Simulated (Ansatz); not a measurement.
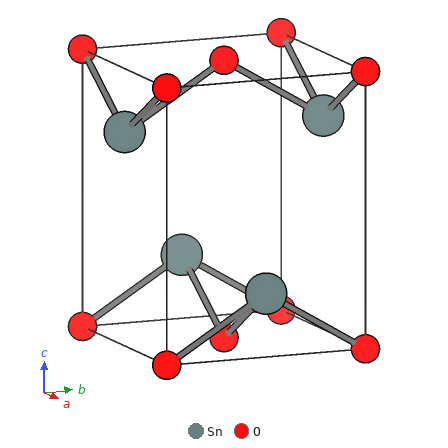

System: a slab cut from SnO (slab content Sn₅O₅), space group P4/nmm (No. 129). The picture shows the bulk cell.

The given structure:
```xyz
4
Lattice="3.8682 0.0000 0.0000 0.0000 3.8682 0.0000 0.0000 0.0000 5.0673" Properties=species:S:1:pos:R:3 pbc="T T T"
Sn    0.0000    1.9341    1.1591
Sn    1.9341    0.0000    3.9082
O     0.0000    0.0000    0.0000
O     1.9341    1.9341    0.0000
```

One of the inputs:
```
crystal:
  lattice:
    - [3.8681707533, 0.0, 0.0]
    - [0.0, 5.0672768823, 0.0]
    - [0.0, 0.0, 22.7363415066]
  atoms:
    - { symbol: Sn, position: [0.5, 0.7712638065, 0.3298683738] }
    - { symbol: O, position: [0.0, 0.0, 0.3298683738] }
    - { symbol: Sn, position: [0.0, 0.2287361935, 0.4149341869] }
    - { symbol: O, position: [0.5, 0.0, 0.4149341869] }
    - { symbol: Sn, position: [0.5, 0.7712638065, 0.5] }
    - { symbol: O, position: [0.0, 0.0, 0.5] }
    - { symbol: Sn, position: [0.0, 0.2287361935, 0.5850658131] }
    - { symbol: O, position: [0.5, 0.0, 0.5850658131] }
    - { symbol: Sn, position: [0.5, 0.7712638065, 0.6701316262] }
    - { symbol: O, position: [0.0, 0.0, 0.6701316262] }
basis:
  ecutwfc: 420
kpoints:
  mp_grid: { grid: [9, 7, 1] }
hamiltonian:
  xc: pbe
scf:
  occupations: { method: gaussian, width: 0.05 }
output:
  forces: true
  eigenvalues: true
relax:
  adjacent_minimum: "off"
  f_tol: 0.02
  max_steps: 60
efield:
  axis: 3
  dipole_correction: true
  ramp_width: 0.04
```

Run as:
```bash
ansatz run input.yaml --threads 1 --pin off --max-ram 2560MiB --backend cpu --events-out ev --progress --plain --runs-dir out
```

Calculation (Ansatz 0.2.0): spacing and rumpling of the atomic planes of a slab cut from the relaxed bulk cell along the Miller plane (conventional indices), bottom to top, after all atoms relax, plane waves with PAW datasets, Γ-centred k mesh. Level: PBE, no spin polarisation.

- space group in which the indices count: 129
- Miller index h: 1
- Miller index k: 0
- Miller index l: 0
- top plane: SnO
- bottom plane: SnO
- planes: 5
- surface cell: (1, 1)
- slab thickness as cut: 7.74 Å
- vacuum: 15 Å
- surface area: 19.6 Å²
- surface a: 3.868 Å
- surface b: 5.067 Å
- surface angle: 90 °
- slab atoms: 10
- wave cutoff: 420 eV
- k mesh: 9×7×1
- occupations: Gaussian
- smearing width: 0.05 eV
- boundary: dipole corrected

Predict the spacing change of each pair of planes. The cases: 1–2; 2–3; 3–4; 4–5.

The least value, −0.104 Å, is that of 1–2 and 4–5, and the largest, 0.029 Å, that of 2–3 and 3–4. In rising order: 1–2 (−0.104), 4–5 (−0.104), 2–3 (0.029), 3–4 (0.029), in Å. The spacing to next, in Å, is 1.830 for 1–2, 1.963 for 2–3, 1.963 for 3–4 and 1.830 for 4–5.

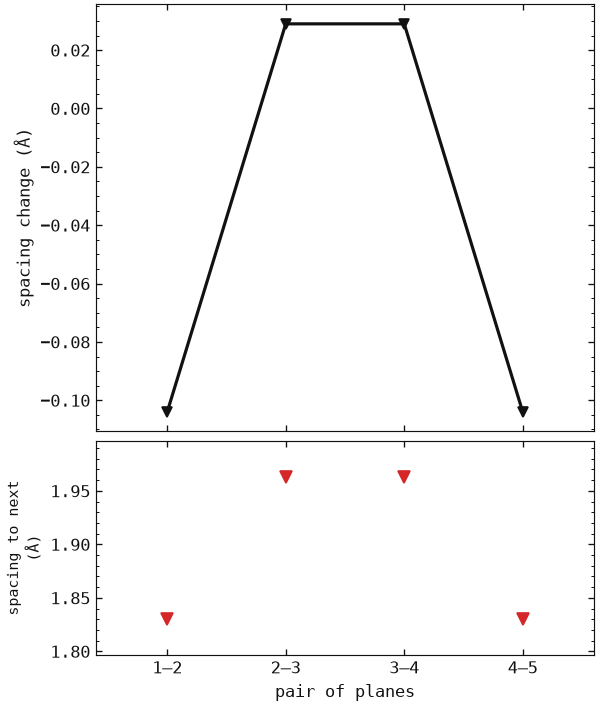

Note: a crossing between the sampled k points may be missed; odd k mesh can miss points on the zone edge; xc potential rough in thin density.
